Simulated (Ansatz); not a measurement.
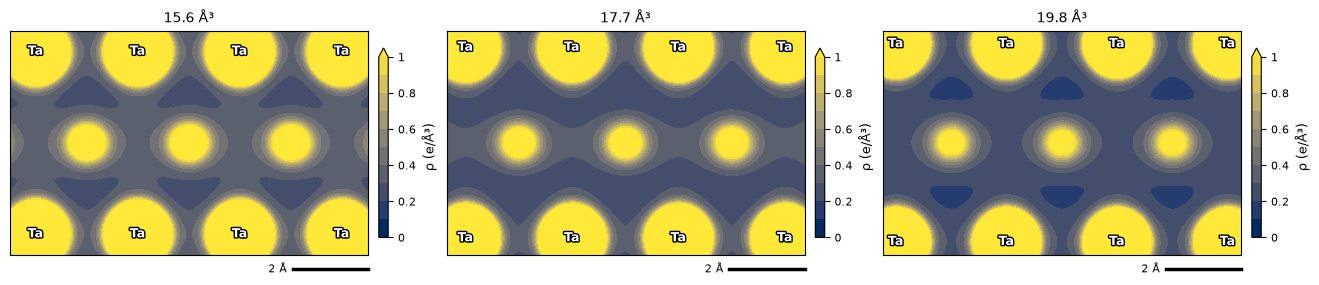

Ta. The valence pseudo-density of cells scaled evenly to different volumes (given per atom above each panel), on the (100) plane of each (indices in the axes of the cell below), at one length scale and on one colour scale.

A generated structure, not necessarily the stable one.

Theory: DFT, LDA (PW92), plane waves (420 eV) with PAW, scalar-relativistic in Ansatz 0.2.0.

Core electrons are frozen (PAW), and the valence fields are smoothed inside the atomic spheres.

The largest cell:

```
CELL_PARAMETERS angstrom
2.94472 0.00000 0.00000
-1.47236 2.55020 0.00000
0.00000 0.00000 5.27119
ATOMIC_POSITIONS crystal
Ta 0.33333 0.66667 0.25000
Ta 0.66667 0.33333 0.75000
```

| volume (Å³/atom) | Ta–Ta contact in the plane (Å) | ρ at its midpoint (e/Å³) | 
| --- | --- | --- |
| 15.55 | 2.717 | 0.390 | 
| 17.67 | 2.836 | 0.329 | 
| 19.09 | 2.909 | ? | 
| 19.79 | 2.945 | 0.284 | 

**What values belong in the row with question marks?**

Over the known rows ln ρ falls by 1.39 per Å of Ta–Ta distance (a least-squares line), which gives 0.298 e/Å³ at 2.909 Å; the calculation gives 0.297 e/Å³.
